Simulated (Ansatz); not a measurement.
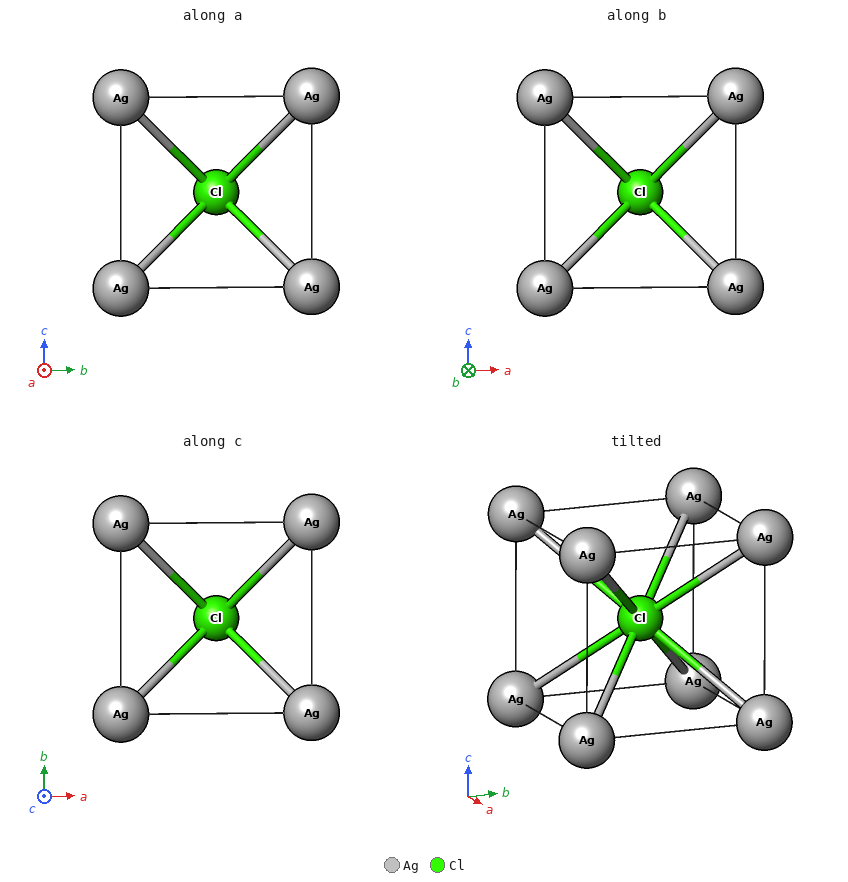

A ball-and-stick rendering, viewed along the a axis, along the b axis, along the c axis and slightly off an axis. The edges of the unit cell are marked.

Lattice parameters: a = 3.399 Å, b = 3.399 Å, c = 3.399 Å, α = 89.50°, β = 89.50°, γ = 89.50°. Put a along x and b in the xy plane.

From the views, write a POSCAR file.

```
Ag Cl
1.0
     3.399    0.000    0.000
     0.030    3.398    0.000
     0.030    0.029    3.398
Ag Cl
1 1
Direct
  0.0000 0.0000 0.0000
  0.5000 0.5000 0.5000
```

The structure was taken from a structure type filled with these elements by a generator (whether the compound takes this form wasn't checked). The cell was then strained or its atoms displaced on purpose. A calculation with Ansatz used it as input.
